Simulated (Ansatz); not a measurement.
**Two runs on TaN**

System: TaN (P1, 2 atoms in the cell).
Method of the first run: DFT r2SCAN, scalar-relativistic, plane waves, PAW, no spin polarisation (Ansatz 0.2.0).

The structure derives from an entry of the Crystallography Open Database. Text and figures count atoms from 1; the logs count them from 0 in places.

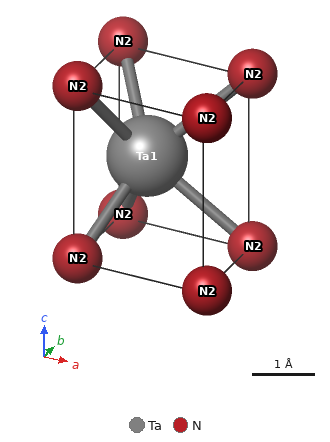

The input geometry (ball-and-stick view of the cell of the calculation, seen slightly off an axis; atoms are numbered from 1 in the order of the input). An atom can appear more than once, as a periodic image.

## Input file, the first run
```yaml
crystal:
  lattice:
    - [2.9379988584, 0.0, 0.0]
    - [-1.4689994292, 2.5443816477, 0.0]
    - [0.0, 0.0, 2.883]
  atoms:
    - { symbol: Ta, position: [0.3333333333, 0.6666666667, 0.5] }
    - { symbol: "N", position: [0.0232475482, 0.0170183865, 0.0150195179] }
basis:
  ecutwfc: 500
kpoints:
  mp_grid: { grid: [18, 18, 16] }
hamiltonian:
  xc: r2scan
scf:
  occupations: { method: gaussian, width: 0.15 }
output:
  forces: true
  stress: true
  eigenvalues: true
```

Command:
```bash
ansatz run input.yaml --threads 1 --pin off --max-ram 2560MiB --backend cpu --events-out ev --progress --plain --runs-dir out
```

Hardware: 1 thread of AMD EPYC (Zen 5), 32 GiB of memory available, shared host.

## Output, shortened to warnings, some set-up lines, iterations and results (the first run)
```
Basis set: ecut = 500 eV, 551 PW (Γ), exchange–correlation on 96×96×96 points (64 copies of the dense FFT grid, shifted against one another)
Symmetry: 1 space group operations
k-points: 2596 of 5184 (time reversal used)
Initial density: superposition of atomic densities (neutral atoms: chi_scale 0, normalization atom), corrected by the library's trained network
[...]
SCF iter   1: F=—  HF=-10331.663240 eV  |F-HF|=—  |Δ(HF+E_count)|=         —  Δρ=1.11e-2  dr2=9.36e-3  dr2_τ=1.22e-1  ethr=1.77e-3  ⟨swp⟩=5.7  Hψ=177762  notcnv=0
SCF iter   2: F=—  HF=-10331.762340 eV  |F-HF|=—  |Δ(HF+E_count)|=   9.91e-2  Δρ=8.62e-3  dr2=8.68e-3  dr2_τ=6.19e-4  ethr=5.20e-5  ⟨swp⟩=2.0  Hψ=80439  notcnv=0
SCF iter   3: F=—  HF=-10331.766328 eV  |F-HF|=—  |Δ(HF+E_count)|=   3.99e-3  Δρ=4.66e-3  dr2=3.58e-3  dr2_τ=5.24e-4  ethr=4.82e-5  ⟨swp⟩=2.0  Hψ=46657  notcnv=0
SCF iter   4: F=—  HF=-10331.766136 eV  |F-HF|=—  |Δ(HF+E_count)|=   1.92e-4  Δρ=2.71e-3  dr2=1.59e-3  dr2_τ=1.05e-4  ethr=1.99e-5  ⟨swp⟩=1.9  Hψ=42771  notcnv=0
SCF iter   5: F=—  HF=-10331.765911 eV  |F-HF|=—  |Δ(HF+E_count)|=   2.24e-4  Δρ=5.43e-4  dr2=6.13e-5  dr2_τ=4.30e-6  ethr=8.83e-6  ⟨swp⟩=2.2  Hψ=42061  notcnv=0
SCF iter   6: F=—  HF=-10331.765907 eV  |F-HF|=—  |Δ(HF+E_count)|=   4.19e-6  Δρ=4.59e-5  dr2=4.75e-7  dr2_τ=5.99e-8  ethr=3.40e-7  ⟨swp⟩=2.0  Hψ=45829  notcnv=0
SCF iter   7: F=-10331.765907 eV  HF=-10331.765907 eV  |F-HF|=5.51e-10  |Δ(HF+E_count)|=   3.75e-8  Δρ=1.30e-5  dr2=2.51e-8  dr2_τ=3.12e-9  ethr=5.56e-10  ⟨swp⟩=6.2  …
SCF 1 converged in 7 iterations: F = -10331.765907 eV  dr2 = 2.51e-8
SCF converged after 7 iterations
Free energy (F): -10331.765907 eV
Harris-Foulkes:  -10331.765907 eV  (|F-HF|=5.51e-10)
Internal energy: -10331.765364 eV  (E = F + TS)
E sigma→0 (E₀):  -10331.765636 eV
Entropy (-TS):   -0.000543 eV (-0.271 meV/atom)
Fermi energy:    20.199378 eV
--- Per-component energies (eV) ---
  E_band       = -68.270771
  E_kinetic    = 501.486996
  E_local      = -604.894267  (includes V_loc(G=0)·N_el)
  E_nonlocal   = 59.488917
  E_hartree    = 204.511731
  E_xc         = -265.857856
  E_vxc        = -308.575795  (∫ρ·V_xc dr)
  E_paw        = -8552.195007  (= ΣΔE_a)
  E_vpaw       = -140.632472  (= ΣTr[D̂ρ^β])
  E_aug_tail   = 0.000090  (compensation charges beyond the density's cutoff)
  E_vtau       = 15.831506  (kinetic-family band-sum trace: ∫τ·v_τ [+ j·A + Jᵃ·Aᵃ] dr)
  E_ewald      = -1673.520124
  E_core_change = -0.785845  (= ΣΔE_core)
  E_smearing   = -0.000543  (= −TS)
  E_closure    = -0.000000  (closes the sum)
  Σ components = -10331.765907   (vs F -10331.765907, Δ=0.00e0)
--- Forces (eV/Å), atoms counted from 1 ---
  atom   1  Ta     0.55896505     0.58237930     0.63124847
  atom   2  N     -0.55895002    -0.58236827    -0.63122856
  max |Σ_I F_I| component: 1.99e-5 eV/Å
--- Stress (GPa, compression-positive) ---
       -0.252813      -0.249066       0.613909
       -0.249067       0.694759       0.679628
        0.613911       0.679634       1.579679
  P = ⅓ Tr σ = 0.6739 GPa (6.739 kbar)
```

The second run used a changed input.

## The two runs side by side

| quantity | the first run | the second run |
| --- | --- | --- |
| outcome | converged | converged |
| free energy per atom (eV) | −5165.8830 | −5165.8672 |
| gap on the mesh (eV) | 0.00 | 0.00 |
| pressure (GPa) | 0.67 | 1.44 |
| largest force (eV/Å) | 1.025 | 1.417 |
| SCF iterations | 7 | 7 |
| irreducible k-points | 2596 | 2596 |
| plane waves at Γ | 551 | 551 |
| wall time (shared host) | 48 s | 48 s |

Which change of the input explains these differences?

The change (lines with − go, lines with + come):
```diff
-    - { symbol: "N", position: [0.0232475482, 0.0170183865, 0.0150195179] }
+    - { symbol: "N", position: [-0.030996731, -0.022691182, -0.0200260239] }
```

With the same functional and potentials, the second run lies 15.7 meV per atom higher. The pressure goes from 0.67 to 1.44 GPa. The largest force goes from 1.025 to 1.417 eV/Å. The number of SCF iterations is the same.

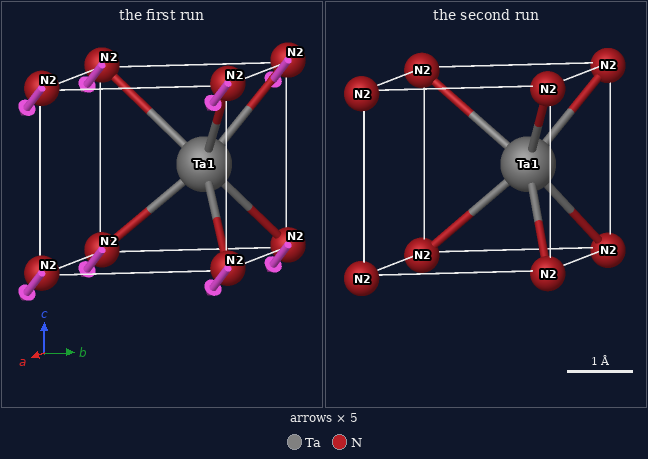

The two input geometries at one scale (ball-and-stick view of the cell of the calculation, seen slightly off an axis). The pink arrows on the first give the shifts of the atoms relative to the cell, magnified 5 times. The atom that moves furthest is N2 (0.17 Å). Ta stays in place. The cell doesn't change. Among the contacts that change: Ta1–N2 2.299 → 2.129 Å.

## Output, shortened to warnings, some set-up lines, iterations and results (the second run)
```
Basis set: ecut = 500 eV, 551 PW (Γ), exchange–correlation on 96×96×96 points (64 copies of the dense FFT grid, shifted against one another)
Symmetry: 1 space group operations
k-points: 2596 of 5184 (time reversal used)
Initial density: superposition of atomic densities (neutral atoms: chi_scale 0, normalization atom), corrected by the library's trained network
[...]
SCF iter   1: F=—  HF=-10331.631708 eV  |F-HF|=—  |Δ(HF+E_count)|=         —  Δρ=1.12e-2  dr2=9.52e-3  dr2_τ=1.23e-1  ethr=1.77e-3  ⟨swp⟩=5.7  Hψ=178216  notcnv=0
SCF iter   2: F=—  HF=-10331.730831 eV  |F-HF|=—  |Δ(HF+E_count)|=   9.91e-2  Δρ=8.65e-3  dr2=8.77e-3  dr2_τ=6.22e-4  ethr=5.29e-5  ⟨swp⟩=2.0  Hψ=80192  notcnv=0
SCF iter   3: F=—  HF=-10331.734860 eV  |F-HF|=—  |Δ(HF+E_count)|=   4.03e-3  Δρ=4.71e-3  dr2=3.68e-3  dr2_τ=5.38e-4  ethr=4.87e-5  ⟨swp⟩=2.0  Hψ=46662  notcnv=0
SCF iter   4: F=—  HF=-10331.734640 eV  |F-HF|=—  |Δ(HF+E_count)|=   2.20e-4  Δρ=2.70e-3  dr2=1.59e-3  dr2_τ=1.05e-4  ethr=2.05e-5  ⟨swp⟩=1.9  Hψ=42677  notcnv=0
SCF iter   5: F=—  HF=-10331.734416 eV  |F-HF|=—  |Δ(HF+E_count)|=   2.24e-4  Δρ=5.96e-4  dr2=7.39e-5  dr2_τ=5.13e-6  ethr=8.81e-6  ⟨swp⟩=2.3  Hψ=42968  notcnv=0
SCF iter   6: F=—  HF=-10331.734410 eV  |F-HF|=—  |Δ(HF+E_count)|=   5.75e-6  Δρ=4.61e-5  dr2=4.84e-7  dr2_τ=6.40e-8  ethr=4.11e-7  ⟨swp⟩=2.0  Hψ=45721  notcnv=0
SCF iter   7: F=-10331.734410 eV  HF=-10331.734410 eV  |F-HF|=1.09e-9  |Δ(HF+E_count)|=   3.40e-8  Δρ=1.22e-5  dr2=2.04e-8  dr2_τ=2.94e-9  ethr=5.56e-10  ⟨swp⟩=6.3  Hψ=168565 …
SCF 1 converged in 7 iterations: F = -10331.734410 eV  dr2 = 2.04e-8
SCF converged after 7 iterations
Free energy (F): -10331.734410 eV
Harris-Foulkes:  -10331.734410 eV  (|F-HF|=1.09e-9)
Internal energy: -10331.733918 eV  (E = F + TS)
E sigma→0 (E₀):  -10331.734164 eV
Entropy (-TS):   -0.000492 eV (-0.246 meV/atom)
Fermi energy:    20.189176 eV
--- Per-component energies (eV) ---
  E_band       = -68.269872
  E_kinetic    = 501.612755
  E_local      = -605.830754  (includes V_loc(G=0)·N_el)
  E_nonlocal   = 59.540180
  E_hartree    = 204.922320
  E_xc         = -265.879255
  E_vxc        = -308.610623  (∫ρ·V_xc dr)
  E_paw        = -8552.221887  (= ΣΔE_a)
  E_vpaw       = -140.663471  (= ΣTr[D̂ρ^β])
  E_aug_tail   = 0.000094  (compensation charges beyond the density's cutoff)
  E_vtau       = 15.836516  (kinetic-family band-sum trace: ∫τ·v_τ [+ j·A + Jᵃ·Aᵃ] dr)
  E_ewald      = -1673.091526
  E_core_change = -0.785845  (= ΣΔE_core)
  E_smearing   = -0.000492  (= −TS)
  E_closure    = -0.000000  (closes the sum)
  Σ components = -10331.734410   (vs F -10331.734410, Δ=0.00e0)
--- Forces (eV/Å), atoms counted from 1 ---
  atom   1  Ta    -0.82152719    -0.77870411    -0.85279759
  atom   2  N      0.82152928     0.77869010     0.85277821
  max |Σ_I F_I| component: 1.94e-5 eV/Å
--- Stress (GPa, compression-positive) ---
        1.518910       1.081449       1.361942
        1.081447       0.132652       1.206073
        1.361946       1.206066       2.677026
  P = ⅓ Tr σ = 1.4429 GPa (14.429 kbar)
```

For both runs: Spin–orbit coupling is left out, which matters for Ta.
